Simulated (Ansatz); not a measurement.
## Geometry relaxation of Ti (part 2 of 3)

Ti (defect cell, 26 atoms in the cell); DFT PBE, scalar-relativistic, plane waves, PAW, no spin polarisation (Ansatz 0.2.0); cutoff 420 eV, 4×4×4 k-mesh, Gaussian smearing of 0.1 eV. The structure derives from an entry of the Crystallography Open Database. It belongs to a series of runs on one base structure; here: atom 1 (Ti) set half-way to the vacancy, atoms relaxed in the symmetry of that start.

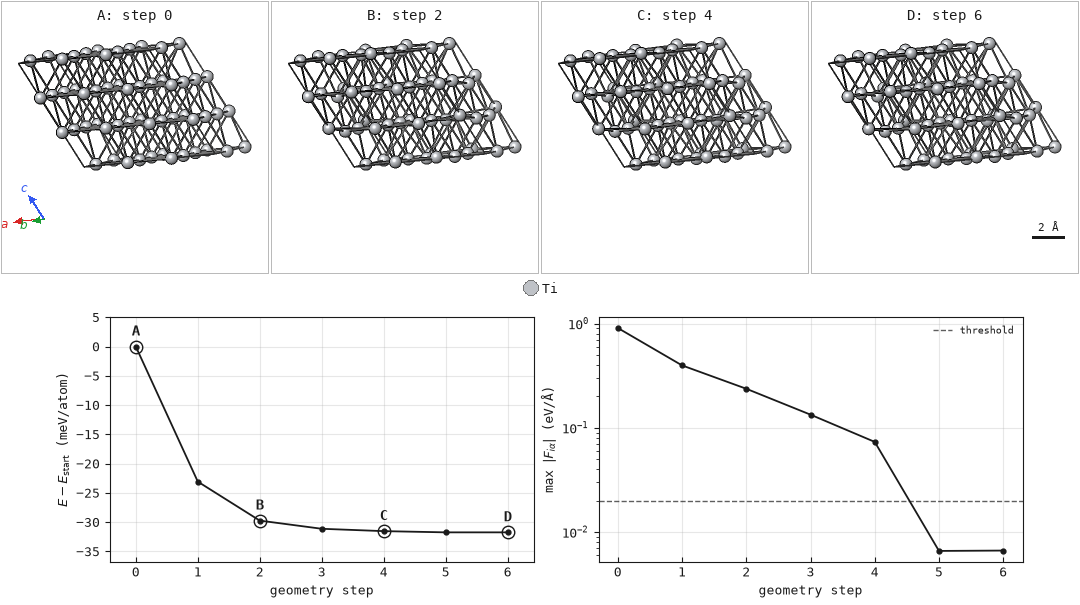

Figure 1. Frames of the relaxation (ball-and-stick view of the cell of the calculation, seen at an oblique angle) above the curves, on which the letters mark them (the first geometry is step 0 here and step 1 in the log).

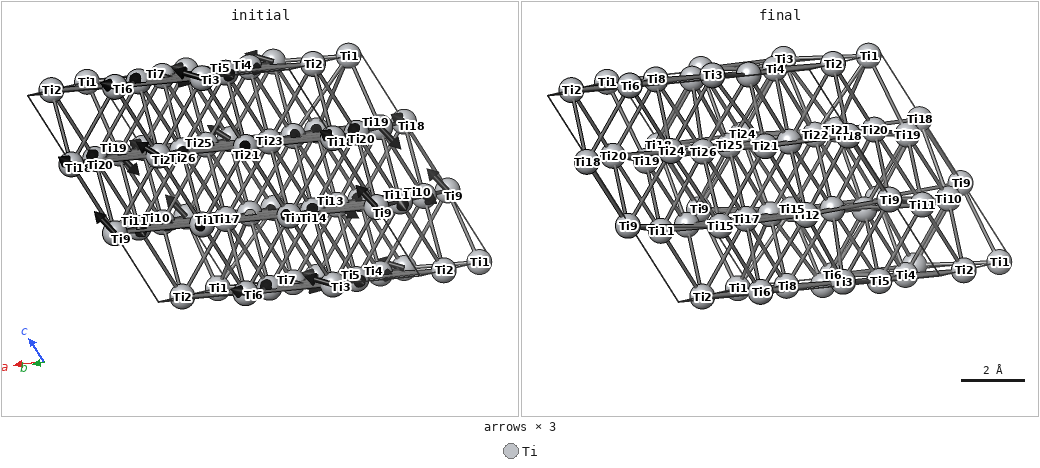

Figure 2. Before (left) and after (right) the relaxation, at one scale (ball-and-stick view of the cell of the calculation, seen at an oblique angle). The black arrows give the displacements, magnified 3 times. The largest moves, 0.33 Å, are those of Ti3, Ti7, Ti9 and Ti19. The cell stays as it was. Distances before and after: Ti1–Ti19 2.518 → 2.833 Å, Ti12–Ti14 2.908 → 3.201 Å, Ti10–Ti11 2.908 → 3.193 Å, Ti15–Ti16 2.908 → 2.628 Å. After 6 geometry steps the energy has fallen by 31.7 meV per atom. The largest force component goes from 0.91 to 0.0066 eV/Å. (Atoms are counted from 1 in the order of the input.)

```
SCF converged after 6 iterations
Free energy (F): -64987.733087 eV
Harris-Foulkes:  -64987.733087 eV  (|F-HF|=1.46e-11)
Internal energy: -64987.515794 eV  (E = F + TS)
E sigma→0 (E₀):  -64987.624440 eV
Entropy (-TS):   -0.217293 eV (-8.357 meV/atom)
Fermi energy:    12.616771 eV
--- Per-component energies (eV) ---
  E_band       = -4283.564615
  E_kinetic    = 7073.273095
  E_local      = -22199.276777  (includes V_loc(G=0)·N_el)
  E_nonlocal   = 216.619197
  E_hartree    = 9117.070827
  E_xc         = -2527.557901
  E_vxc        = -3161.520980  (∫ρ·V_xc dr)
  E_paw        = -27239.468832  (= ΣΔE_a)
  E_vpaw       = -4446.803946  (= ΣTr[D̂ρ^β])
  E_aug_tail   = 0.003174  (compensation charges beyond the density's cutoff)
  E_ewald      = -29428.178576
  E_smearing   = -0.217293  (= −TS)
  E_closure    = 0.000000  (closes the sum)
  Σ components = -64987.733087   (vs F -64987.733087, Δ=0.00e0)
--- Forces (eV/Å), atoms counted from 1 ---
  atom   1  Ti     0.00000000     0.00000000     0.00000000
  atom   2  Ti    -0.00000000    -0.00000000     0.00000000
  atom   3  Ti    -0.00112768     0.00112768    -0.00650551
  atom   4  Ti    -0.00345423    -0.00253173    -0.00139056
  atom   5  Ti     0.00253173     0.00345423    -0.00139056
  atom   6  Ti     0.00345423     0.00253173     0.00139056
  atom   7  Ti     0.00112768    -0.00112768     0.00650551
  atom   8  Ti    -0.00253173    -0.00345423     0.00139056
  atom   9  Ti     0.00112768    -0.00112768    -0.00650551
  atom  10  Ti    -0.00253173    -0.00345423    -0.00139056
  atom  11  Ti     0.00345423     0.00253173    -0.00139056
  atom  12  Ti    -0.00036772    -0.00036772     0.00293950
  atom  13  Ti     0.00000000     0.00000000    -0.00662808
  atom  14  Ti     0.00036772     0.00036772     0.00293950
  atom  15  Ti    -0.00075473    -0.00357864     0.00000000
  atom  16  Ti     0.00357864     0.00075473     0.00000000
  atom  17  Ti    -0.00125529     0.00125529     0.00000000
  atom  18  Ti     0.00253173     0.00345423     0.00139056
  atom  19  Ti    -0.00112768     0.00112768     0.00650551
  atom  20  Ti    -0.00345423    -0.00253173     0.00139056
  atom  21  Ti    -0.00357864    -0.00075473     0.00000000
  atom  22  Ti     0.00075473     0.00357864     0.00000000
  atom  23  Ti     0.00125529    -0.00125529     0.00000000
  atom  24  Ti     0.00000000    -0.00000000     0.00662808
  atom  25  Ti     0.00036772     0.00036772    -0.00293950
  atom  26  Ti    -0.00036772    -0.00036772    -0.00293950
  max |Σ_I F_I| component: 5.31e-18 eV/Å
--- Stress (GPa, compression-positive) ---
       -2.562295      -0.488033       0.000000
       -0.488033      -2.562295      -0.000000
        0.000000      -0.000000      -2.095541
  P = ⅓ Tr σ = -2.4067 GPa (-24.067 kbar)
--- Band table (eV; the first three rows and the last of 18) ---
  k-point 0: bands = ["-44.3411", "-44.0565", "-44.0004", "-43.9885", "-43.9811", "-43.9806", "-43.9798", "-43.9686", "-43.9642", "-43.9569", "-43.9562", "-43.9488", "-43.9454", "-43.9354", "-43.9300", "-43.9292", "-43.9116", "-43.9024", "-43.8928", "-43.8825", "-43.8756", "-43.8383", "-43.8234", "-43.8224", "-43.8172", "-43.8136", "-20.6777", "-20.6506", "-20.5451", "-20.5133", "-20.4854", "-20.4847", "-20.4664", "-20.4612", "-20.4609", "-20.4580", "-20.4419", "-20.4407", "-20.4388", "-20.4308",
      "-20.4236", "-20.4208", "-20.4130", "-20.4005", "-20.3975", "-20.3927", "-20.3904", "-20.3775", "-20.3764", "-20.3747", "-20.3728", "-20.3608", "-20.3605", "-20.3575", "-20.3571", "-20.3561", "-20.3526", "-20.3464", "-20.3417", "-20.3290", "-20.3134", "-20.2878", "-20.2747", "-20.2740", "-20.1853", "-20.1517", "-20.1283", "-20.1264", "-20.1263", "-20.1169", "-20.1130", "-20.1059", "-20.0959", "-20.0930", "-20.0835", "-20.0821", "-20.0817", "-20.0801", "-20.0752", "-20.0711",
      "-20.0536", "-20.0432", "-20.0337", "-20.0318", "-20.0294", "-20.0272", "-20.0052", "-20.0010", "-19.9995", "-19.9961", "-19.9912", "-19.9876", "-19.9728", "-19.9627", "-19.9621", "-19.9555", "-19.9535", "-19.9510", "-19.9448", "-19.9358", "-19.9251", "-19.9223", "-19.9211", "-19.8823", "6.7051", "9.3580", "9.3811", "9.3812", "9.4062", "9.4449", "9.4654", "9.5189", "9.5607", "9.8931", "9.9105", "9.9122", "9.9968", "10.0556", "10.0855", "11.1585",
      "11.2162", "11.2963", "11.3181", "11.3577", "11.3671", "11.3759", "11.4136", "11.4209", "11.4229", "11.4442", "11.5056", "11.5215", "11.5366", "11.5537", "11.5759", "11.5848", "11.5867", "11.5934", "11.6169", "11.6621", "11.6871", "11.7236", "11.7615", "11.7963", "11.9568", "11.9977", "12.0437", "12.1129", "12.2453", "12.2681", "12.2929", "12.4181", "12.4273", "12.5666", "12.6304", "12.6457", "12.7331", "12.7423", "12.8308", "12.8527",
      "12.8658", "12.9435", "12.9650", "12.9839", "12.9936", "13.0553", "13.0740", "13.1022", "13.2257", "13.3320", "13.3439", "13.3888", "13.3940", "13.4996", "13.5533", "13.5620", "13.6248", "13.6280", "13.6745", "13.6934", "13.7042", "13.7274", "13.7961", "13.8518", "13.8665", "13.9743", "13.9996", "14.0082"]
  k-point 1: bands = ["-44.3411", "-44.0495", "-44.0050", "-43.9989", "-43.9861", "-43.9822", "-43.9741", "-43.9729", "-43.9620", "-43.9528", "-43.9497", "-43.9469", "-43.9456", "-43.9355", "-43.9341", "-43.9252", "-43.9130", "-43.9006", "-43.8938", "-43.8828", "-43.8760", "-43.8377", "-43.8245", "-43.8234", "-43.8159", "-43.8133", "-20.6829", "-20.6499", "-20.5627", "-20.5368", "-20.5198", "-20.5012", "-20.5008", "-20.4926", "-20.4853", "-20.4797", "-20.4697", "-20.4499", "-20.4476", "-20.4459",
      "-20.4445", "-20.4322", "-20.4280", "-20.4192", "-20.4142", "-20.4045", "-20.3843", "-20.3760", "-20.3630", "-20.3558", "-20.3526", "-20.3419", "-20.3344", "-20.3213", "-20.3186", "-20.3099", "-20.3049", "-20.2901", "-20.2875", "-20.2809", "-20.2650", "-20.2539", "-20.2496", "-20.2311", "-20.1878", "-20.1695", "-20.1431", "-20.1385", "-20.1352", "-20.1347", "-20.1172", "-20.1075", "-20.1051", "-20.1005", "-20.0935", "-20.0890", "-20.0742", "-20.0709", "-20.0698", "-20.0692",
      "-20.0620", "-20.0456", "-20.0447", "-20.0377", "-20.0325", "-20.0115", "-20.0113", "-20.0077", "-20.0047", "-20.0044", "-19.9942", "-19.9880", "-19.9779", "-19.9735", "-19.9682", "-19.9678", "-19.9613", "-19.9566", "-19.9515", "-19.9445", "-19.9410", "-19.9256", "-19.9187", "-19.8877", "6.9253", "8.4810", "9.2753", "9.2988", "9.2991", "9.6040", "9.6415", "9.6476", "9.8624", "9.8877", "9.9188", "10.0451", "10.2663", "10.2813", "10.3555", "10.9366",
      "11.0634", "11.1079", "11.1243", "11.1568", "11.1768", "11.2584", "11.3502", "11.3802", "11.4122", "11.4180", "11.4467", "11.4667", "11.4756", "11.4959", "11.5237", "11.5506", "11.5870", "11.6663", "11.7157", "11.7519", "11.7786", "11.7898", "11.8613", "12.0538", "12.0698", "12.0857", "12.1120", "12.1185", "12.2516", "12.3036", "12.3536", "12.4023", "12.4730", "12.5277", "12.5711", "12.6125", "12.6759", "12.7386", "12.7700", "12.7942",
      "12.8801", "12.8814", "12.9202", "12.9997", "13.0388", "13.0433", "13.1952", "13.2275", "13.2651", "13.2828", "13.3803", "13.3885", "13.4138", "13.4294", "13.5361", "13.5363", "13.5844", "13.6345", "13.6567", "13.6777", "13.6829", "13.7804", "13.7870", "13.7948", "13.8359", "13.8909", "13.9096", "13.9208"]
  k-point 2: bands = ["-44.3411", "-44.0325", "-44.0280", "-43.9928", "-43.9926", "-43.9880", "-43.9741", "-43.9668", "-43.9595", "-43.9517", "-43.9515", "-43.9467", "-43.9388", "-43.9381", "-43.9366", "-43.9190", "-43.9169", "-43.8977", "-43.8960", "-43.8831", "-43.8764", "-43.8372", "-43.8257", "-43.8239", "-43.8142", "-43.8138", "-20.6885", "-20.6492", "-20.5898", "-20.5491", "-20.5275", "-20.5212", "-20.5126", "-20.5089", "-20.5022", "-20.5018", "-20.4779", "-20.4663", "-20.4661", "-20.4565",
      "-20.4562", "-20.4478", "-20.4468", "-20.4305", "-20.4212", "-20.4089", "-20.3904", "-20.3604", "-20.3375", "-20.3302", "-20.3227", "-20.3208", "-20.3181", "-20.3129", "-20.2929", "-20.2849", "-20.2718", "-20.2459", "-20.2385", "-20.2349", "-20.2292", "-20.2169", "-20.2009", "-20.1797", "-20.1748", "-20.1718", "-20.1654", "-20.1540", "-20.1503", "-20.1467", "-20.1320", "-20.1260", "-20.1171", "-20.1096", "-20.1071", "-20.0892", "-20.0819", "-20.0789", "-20.0666", "-20.0584",
      "-20.0568", "-20.0552", "-20.0483", "-20.0446", "-20.0377", "-20.0213", "-20.0210", "-20.0187", "-20.0084", "-20.0070", "-20.0016", "-19.9989", "-19.9909", "-19.9828", "-19.9726", "-19.9710", "-19.9680", "-19.9677", "-19.9660", "-19.9515", "-19.9363", "-19.9335", "-19.9089", "-19.8972", "7.4859", "7.6309", "9.3276", "9.3433", "9.3639", "9.3949", "9.4371", "9.5006", "10.1939", "10.4352", "10.4490", "10.4632", "10.4875", "10.5246", "10.5308", "10.5348",
      "10.5934", "10.6029", "10.7043", "10.8380", "10.9066", "11.2757", "11.3349", "11.3874", "11.3907", "11.3960", "11.3981", "11.4660", "11.4698", "11.4752", "11.4773", "11.5143", "11.6510", "11.6874", "11.7344", "11.8138", "11.8292", "11.8666", "12.0123", "12.0609", "12.1197", "12.1551", "12.2526", "12.2757", "12.3077", "12.3708", "12.3928", "12.4065", "12.4513", "12.4632", "12.4962", "12.5682", "12.6312", "12.6480", "12.7570", "12.8959",
      "12.9116", "12.9921", "12.9996", "13.0252", "13.0504", "13.0505", "13.0609", "13.0770", "13.1663", "13.3263", "13.3362", "13.3386", "13.4324", "13.4378", "13.5201", "13.5221", "13.5952", "13.6151", "13.6465", "13.6485", "13.7123", "13.7465", "13.7709", "13.8115", "13.8463", "13.8923", "13.9807", "14.0237"]
```
